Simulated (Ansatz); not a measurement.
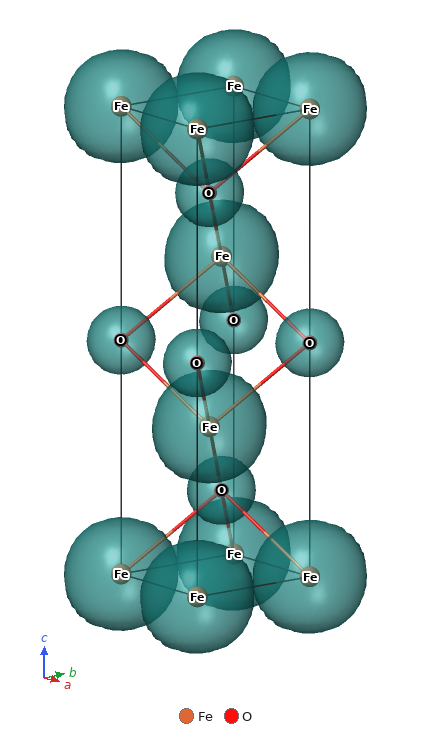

Figure 1: FeO. Isosurfaces of the magnetisation density (up minus down) at +0.15 (teal) and −0.15 e/Å³ (pink), seen slightly off an axis. Sticks mark near contacts.

Space group R-3m; spin-polarised.

Theory: Kohn-Sham DFT of a periodic cell, PBE, Ansatz PAW (Ansatz 0.2.0).

Q: Which atoms carry the moments, and with what signs?

A: The spin density sits on Fe: +3.5 μB (×3) in one cell of 6 atoms, with smaller moments on other sites: O (up to +0.32 μB): parallel moments, as they must be, since the calculation's own cell holds one magnetic site. The cell of the calculation (2 atoms) carries 4.0 μB of net spin moment. Only one sign reaches the isovalue.
